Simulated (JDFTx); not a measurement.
**Single-point calculation at one volume of an equation of state, with input and output: Rh**

- system: Rh (1 atom in the cell)
- method: Kohn-Sham DFT of a periodic cell, LDA, PseudoDojo-SR-LDA-0.4.1-standard, no spin polarisation (JDFTx 1.7.0 (patched build))

The structure derives from an entry of the Crystallography Open Database. It belongs to a series of runs on one base structure; here: volume scaled by 1.06.

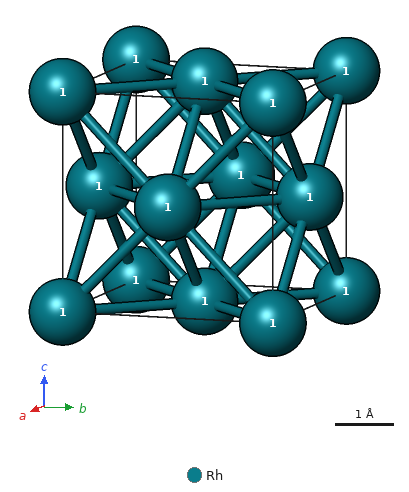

Figure 1. The structure (ball-and-stick view of the cell 4 times as large as that of the calculation, set on its symmetry axes, seen slightly off an axis; atoms are numbered from 1 in the order of the input).

## Results in brief

| quantity | value |
| --- | --- |
| outcome | converged |
| space group (tolerance 0.01 Å) | Fm-3m (225) |
| electrons treated | 17 |
| free energy | −3024.2909 eV |
| Fermi energy | 20.860 eV |
| gap on the k-point mesh | none (metallic) |
| pressure | −22.91 GPa |
| largest force (length of the vector) | under 0.001 eV/Å |
| hardware | 1 thread of Arm Neoverse V2, 24 GiB of memory available, shared host |
| wall time | 27 s |
| peak memory | 0.08 GiB |

The cell is under a tension of 23 GPa at this level, so it is not at its equilibrium volume.

## Input file
```
lattice Face-Centered Cubic 7.3135129599
coords-type Lattice
ion Rh     0.0000000000     0.0000000000     0.0000000000 1

ion-species pseudo/Rh.upf
elec-cutoff 44
elec-ex-corr lda-PW
kpoint-folding 12 12 12
elec-smearing Fermi 0.0018374661
elec-n-bands 14
electronic-SCF nIterations 100 energyDiffThreshold 1e-09
electronic-minimize nIterations 30 energyDiffThreshold 1e-7
forces-output-coords Cartesian

dump-name run.$VAR
dump End Ecomponents EigStats BandEigs Kpoints Forces Stress
```

Run as:
```bash
jdftx -c 1 -i Rh.in -o Rh.out
```

## Log
```
*************** JDFTx 1.7.0 (patched build) ***************

Input parsed successfully to the following command list (including defaults):
[... the input with its defaults ...]

---------- Setting up symmetries ----------

Found 48 point-group symmetries of the bravais lattice
Found 48 space-group symmetries with basis
Applied RMS atom displacement 0 bohrs to make symmetries exact.

---------- Initializing the Grid ----------
R =
[            0      3.65676      3.65676  ]
[      3.65676            0      3.65676  ]
[      3.65676      3.65676            0  ]
unit cell volume = 97.7953
G =
[   -0.85912    0.85912    0.85912  ]
[    0.85912   -0.85912    0.85912  ]
[    0.85912    0.85912   -0.85912  ]
Minimum fftbox size, Smin = [  32  32  32  ]
Chosen fftbox size, S = [  32  32  32  ]

---------- Exchange Correlation functional ----------
Initalized Slater LDA exchange.
Initalized Perdew-Wang LDA correlation.

---------- Setting up pseudopotentials ----------
Width of ionic core gaussian charges (only for fluid interactions / plotting) set to 0

Reading pseudopotential file 'pseudo/Rh.upf':
  'Rh' pseudopotential, 'SLA  PW   NOGX NOGC' functional
  Generated using ONCVPSP code by D. R. Hamann
  17 valence electrons, 4 orbitals, 6 projectors, 1001 radial grid points, with lMax = 2
    4S    l: 0   occupation:  2.0   eigenvalue: -3.033772
    4P    l: 1   occupation:  6.0   eigenvalue: -1.857024
    4D    l: 2   occupation:  8.0   eigenvalue: -0.225862
    5S    l: 0   occupation:  1.0   eigenvalue: -0.168515
  Core radius for overlap checks: 1.34 bohrs.

Initialized 1 species with 1 total atoms.

Folded 1 k-points by 12x12x12 to 1728 k-points.

---------- Setting up k-points, bands, fillings ----------
Reduced to 72 k-points under symmetry.
Computing the number of bands and number of electrons
Calculating initial fillings.
nElectrons:  17.000000   nBands: 14   nStates: 72

----- Setting up reduced wavefunction bases (one per k-point) -----
average nbasis = 1363.185 , ideal nbasis = 1363.299

---------- Setting up ewald sum ----------
Optimum gaussian width for ewald sums = 1.864225 bohr.
Real space sum over 2197 unit cells with max indices [  6  6  6  ]
Reciprocal space sum over 2197 terms with max indices [  6  6  6  ]

---------- Allocating electronic variables ----------
Initializing wave functions:  linear combination of atomic orbitals
Note: number of bands (14) exceeds available atomic orbitals (10)
Rh pseudo-atom occupations:   s ( 2 0 )  p ( 6 )  d ( 9 )
	FillingsUpdate:  mu: +0.625239236  nElectrons: 17.000000
LCAOMinimize: Iter:   0  F: -110.9691726991485012  |grad|_K:  6.459e-03  alpha:  1.000e+00
	FillingsUpdate:  mu: +0.765594970  nElectrons: 17.000000
LCAOMinimize: Iter:   1  F: -111.1267541769546767  |grad|_K:  1.447e-04  alpha:  4.900e-01  linmin: -2.794e-01  cgtest:  8.912e-01
LCAOMinimize: Encountered beta<0, resetting CG.
[... 6 lines of inner loops ...]
LCAOMinimize: Iter:   4  F: -111.1268274094435071  |grad|_K:  3.648e-07  alpha:  4.734e-01  linmin:  2.082e-04  cgtest: -1.405e-03
	FillingsUpdate:  mu: +0.768511554  nElectrons: 17.000000
LCAOMinimize: Iter:   5  F: -111.1268274102790343  |grad|_K:  1.498e-08  alpha:  8.992e-01  linmin:  3.087e-02  cgtest: -1.686e-01
LCAOMinimize: Converged (|Delta F|<1.000000e-06 for 2 iters).

-------- Electronic minimization -----------
Will mix electronic density at each iteration.
	FillingsUpdate:  mu: +0.768511554  nElectrons: 17.000000
	FillingsUpdate:  mu: +0.766823911  nElectrons: 17.000000
SCF: Cycle:  0   F: -111.140530790331624   dF: -1.370e-02   |Residual|: 1.894e-02   |deigs|: 9.927e-01
	FillingsUpdate:  mu: +0.766952057  nElectrons: 17.000000
SCF: Cycle:  1   F: -111.140633507870888   dF: -1.027e-04   |Residual|: 9.504e-03   |deigs|: 8.963e-03
	FillingsUpdate:  mu: +0.766707966  nElectrons: 17.000000
SCF: Cycle:  2   F: -111.140640156808473   dF: -6.649e-06   |Residual|: 1.186e-03   |deigs|: 1.239e-03
	FillingsUpdate:  mu: +0.766506720  nElectrons: 17.000000
SCF: Cycle:  3   F: -111.140640999194289   dF: -8.424e-07   |Residual|: 6.256e-04   |deigs|: 4.960e-04
	FillingsUpdate:  mu: +0.766625690  nElectrons: 17.000000
SCF: Cycle:  4   F: -111.140641120112733   dF: -1.209e-07   |Residual|: 4.856e-04   |deigs|: 2.572e-04
	FillingsUpdate:  mu: +0.766580334  nElectrons: 17.000000
SCF: Cycle:  5   F: -111.140641218321704   dF: -9.821e-08   |Residual|: 7.292e-05   |deigs|: 1.573e-04
	FillingsUpdate:  mu: +0.766573609  nElectrons: 17.000000
SCF: Cycle:  6   F: -111.140641224018864   dF: -5.697e-09   |Residual|: 4.114e-05   |deigs|: 7.779e-05
	FillingsUpdate:  mu: +0.766576194  nElectrons: 17.000000
SCF: Cycle:  7   F: -111.140641225046664   dF: -1.028e-09   |Residual|: 1.138e-05   |deigs|: 4.857e-05
	FillingsUpdate:  mu: +0.766579403  nElectrons: 17.000000
SCF: Cycle:  8   F: -111.140641225079762   dF: -3.310e-11   |Residual|: 2.181e-05   |deigs|: 4.776e-05
	FillingsUpdate:  mu: +0.766577243  nElectrons: 17.000000
SCF: Cycle:  9   F: -111.140641225336211   dF: -2.564e-10   |Residual|: 1.539e-06   |deigs|: 1.468e-04
SCF: Converged (|Delta E|<1.000000e-09 for 2 iters).

Setting wave functions to eigenvectors of Hamiltonian

# Stress tensor in Cartesian coordinates [Eh/a0^3]:
[  0.000778585            0            0  ]
[            0  0.000778585            0  ]
[            0            0  0.000778585  ]

# Ionic positions in lattice coordinates:
ion Rh   0.000000000000000   0.000000000000000   0.000000000000000 1

# Forces in Cartesian coordinates:
force Rh  -0.000000000000000  -0.000000000000000   0.000000000000000 1

# Energy components:
   Eewald =      -90.5874609564525173
       EH =       19.6093002435306083
     Eloc =      -73.0093093078143625
      Enl =        6.8371142404977228
      Exc =      -18.8068941270456342
 Exc_core =        6.1782932821800891
       KE =       38.6386540792405171
-------------------------------------
     Etot =     -111.1403025458635909
       TS =        0.0003386794726229
-------------------------------------
        F =     -111.1406412253362106

IonicMinimize: Iter:   0  F: -111.140641225336211  |grad|_K:  0.000e+00
IonicMinimize: Converged (|grad|_K<1.000000e-04).

#--- Lowdin population analysis ---
# oxidation-state Rh +0.097

Dumping 'run.eigStats' ...
	eMin: -2.122510 at state 0 ( [ +0.000000 +0.000000 +0.000000 ] spin 0 )
	HOMO: +0.763816 at state 10 ( [ +0.000000 +0.083333 +0.333333 ] spin 0 )
	mu  : +0.766577
	LUMO: +0.767954 at state 20 ( [ +0.000000 +0.166667 +0.333333 ] spin 0 )
	eMax: +1.697472 at state 71 ( [ +0.250000 +0.500000 -0.250000 ] spin 0 )
	HOMO-LUMO gap: +0.004138
	Optical gap  : +0.007084 at state 20 ( [ +0.000000 +0.166667 +0.333333 ] spin 0 )
Done!
```
